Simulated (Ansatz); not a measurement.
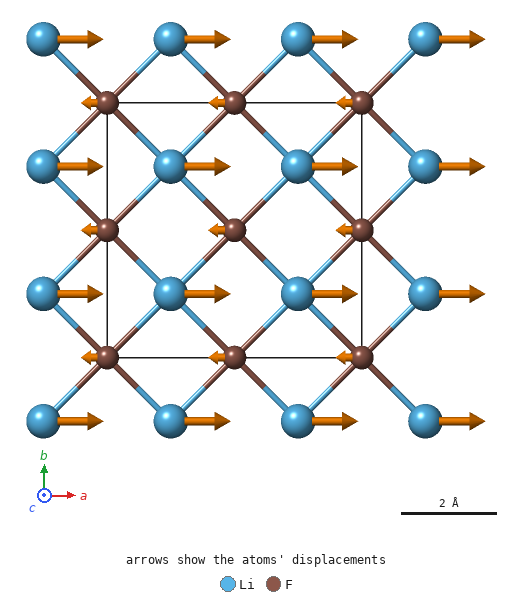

The lowest optical mode of a free-standing layer of LiF (a generated structure), space group P4/mmm (No. 123), at the zone centre. The orange arrows are the displacements of the atoms (eigenvector over the root of the mass), of arbitrary overall length and sign. The picture is a ball-and-stick view of the 2 × 2 repeat of the cell, outlined in the plane, without the vacuum, seen along the c axis.

Method: DFT PBE, scalar-relativistic, plane waves, PAW in Ansatz. (plane-wave cutoff 420 eV; k-point mesh 8 × 8 × 1; occupations fixed; no spin polarisation)

Frequencies are those without the non-analytic (LO–TO) term.

### Is this crystal at a minimum with respect to the drawn distortion?

Yes: this softest mode has a real frequency, and so have all others here. That speaks for this wave vector alone: the rest of the zone wasn't checked in this run. This is the E_u mode (doubly degenerate; one member of the set is drawn) at 428 cm⁻¹, the lowest optical level, infrared-active by symmetry. The Li sublattice moves against the F sublattice, along a of the drawn cell; the kinetic energy is shared as Li 73 %, F 27 %.
